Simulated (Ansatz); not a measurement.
**O: density, localisation and related maps**

```cif
data_structure
_symmetry_space_group_name_H-M 'P 1'
_symmetry_Int_Tables_number 1
_cell_length_a 2.2784
_cell_length_b 2.6882
_cell_length_c 4.3675
_cell_angle_alpha 96.017
_cell_angle_beta 96.524
_cell_angle_gamma 107.359
_cell_volume 25.09
loop_
_atom_site_label
_atom_site_type_symbol
_atom_site_fract_x
_atom_site_fract_y
_atom_site_fract_z
_atom_site_occupancy
O1 O 0.95694 0.96505 0.85868 1
O2 O 0.04306 0.03495 0.14132 1
```

Space group P-1; changed on purpose from its base cell (all atoms moved at random, sigma 0.02 A a component, cell strained at random, sigma 0.1; relaxed back).

Computed with DFT PBE+D3(BJ), scalar-relativistic, plane waves, PAW in Ansatz.

In a PAW calculation such maps are meaningful between the atoms, not at the nuclei.

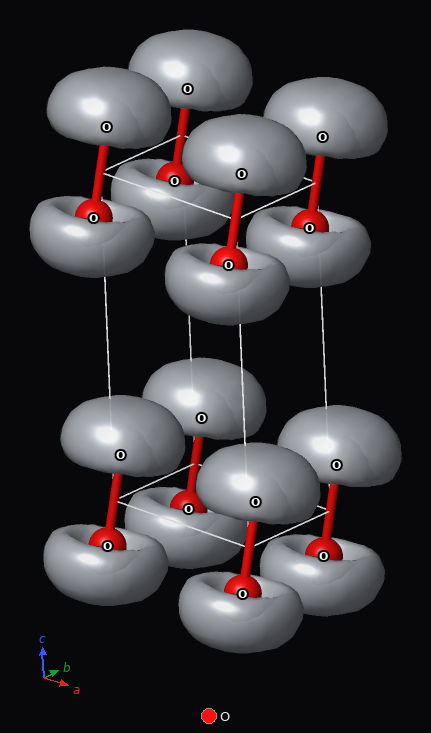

Figure 1. Isosurface of the ELF at 0.8 (grey), seen slightly off an axis. Only the valence region is drawn (cores and ρ < 0.01 e/Å³ removed). Sticks mark near contacts.

**Describe the localisation domains.**

The ELF exceeds this value in two lobes on O, pointing away from the bonds (lone pairs, which may merge into one lobe), counted in one cell of 2 atoms. Regions shared between cells count once. Profiles from the grid: O–O (1.21 Å): the ELF peaks at about 0.75 between the atoms.

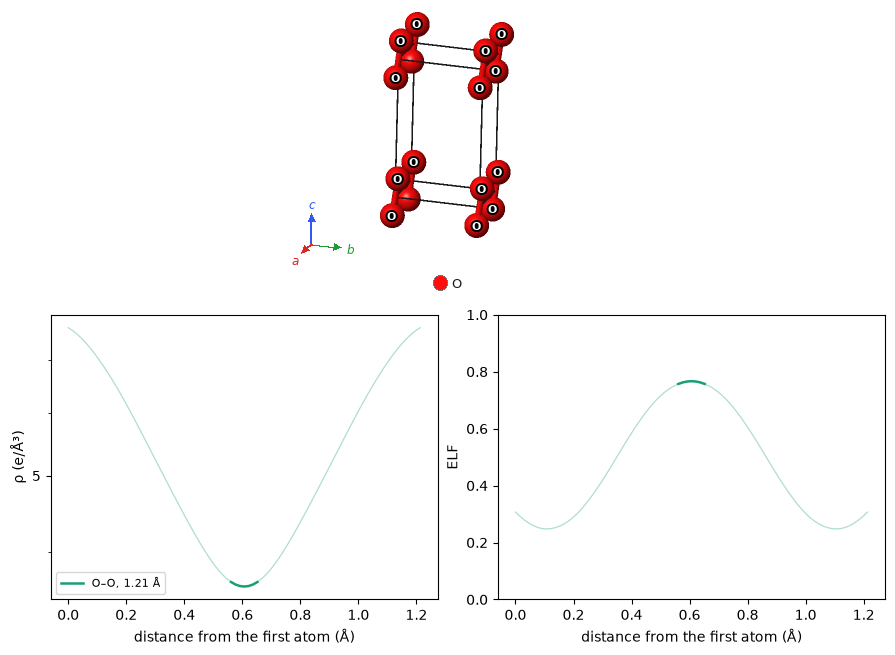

Figure 2. Valence charge density (pseudo) and ELF along straight lines between neighbouring atoms. Thin, pale parts lie inside the atomic spheres. The structure is drawn too.

**What can be read from the curves?**

O–O (1.21 Å): the density is about 3.6 e/Å³ at the midpoint; the ELF peaks at about 0.75 between the atoms.

**Does the calculation give a band gap?**

It is gapless in this calculation (a metal or semimetal).
